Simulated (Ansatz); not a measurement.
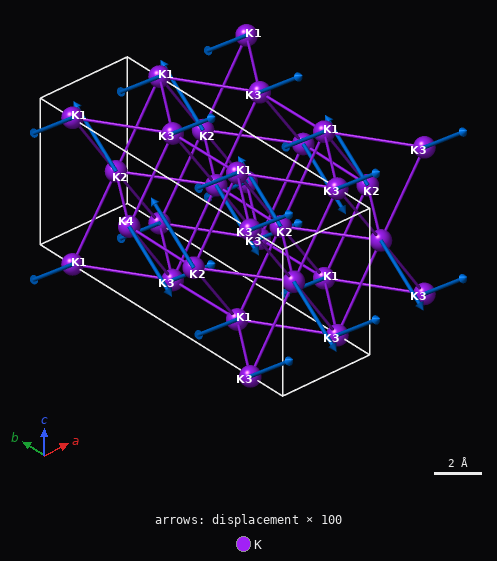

A relaxation of a crystal of K (built on the black phosphorus_64 type). The starting structure is drawn; blue arrows show the displacements (the part carried along by the change of the cell is left out), 100 times their true length.

Style: ball-and-stick. Shown: the conventional cell (2 times the calculation's cell), repeated 2 × 1 × 1 with one cell outlined, from a free direction. Lengths and directions refer to the drawn axes.

Case: black phosphorus type (Cmce, No. 64).

Theory: Ansatz 0.2.0, DFT PBEsol, scalar-relativistic, plane waves, PAW.

The input:
```yaml
crystal:
  lattice:
    - [2.4607785877, -7.8678952281, 0.0]
    - [2.4607785877, 7.8678952281, 0.0]
    - [0.0, 0.0, 7.450549335]
  atoms:
    - { symbol: K, position: [0.1330842186, 0.8669157814, 0.0028854517] }
    - { symbol: K, position: [0.6330842186, 0.3669157814, 0.4971145483] }
    - { symbol: K, position: [0.8669157814, 0.1330842186, 0.9971145483] }
    - { symbol: K, position: [0.3669157814, 0.6330842186, 0.5028854517] }
basis:
  ecutwfc: 420
kpoints:
  mp_grid: { grid: [10, 10, 6] }
hamiltonian:
  xc: pbesol
scf:
  occupations: { method: gaussian, width: 0.1 }
output:
  forces: true
  stress: true
  eigenvalues: true
relax:
  adjacent_minimum: "off"
  f_tol: 0.01
  max_steps: 80
  cell: { stress_tol: 0.05 }
```

> What happened in the run?

The largest moves relative to the cell, 0.036 Å, are those of K1, K2, K3 and K4. K4 goes along [0 −1 −2]. The volume changes by +0.7 %, with a 4.922 → 4.713 Å (−4.2 %), b 15.736 → 16.090 Å (+2.2 %), c 7.451 → 7.659 Å (+2.8 %). Near-neighbour distances that change, for instance: K1–K2 4.429 → 4.497 Å, K1–K3 4.427 → 4.487 Å, K1–K3 (another image) 4.189 → 4.227 Å, K1–K2 (another image) 4.501 → 4.497 Å. The space group (tolerance 0.01 Å) goes from Cmce (No. 64) to Fmmm (No. 69). After 4 accepted moves (5 points after the start) the energy has fallen by 11.9 meV per cell of the calculation. The largest force component goes from 0.02 to 0.00053 eV/Å. Pressure: 0.04 GPa at the start and 0.00 GPa at the end. At 1 point the geometry stayed and the basis and grid were re-selected for the new cell (energy shift of less than 0.05 meV per cell of the calculation at most each time). The run took roughly 4 core-minutes on a shared host.
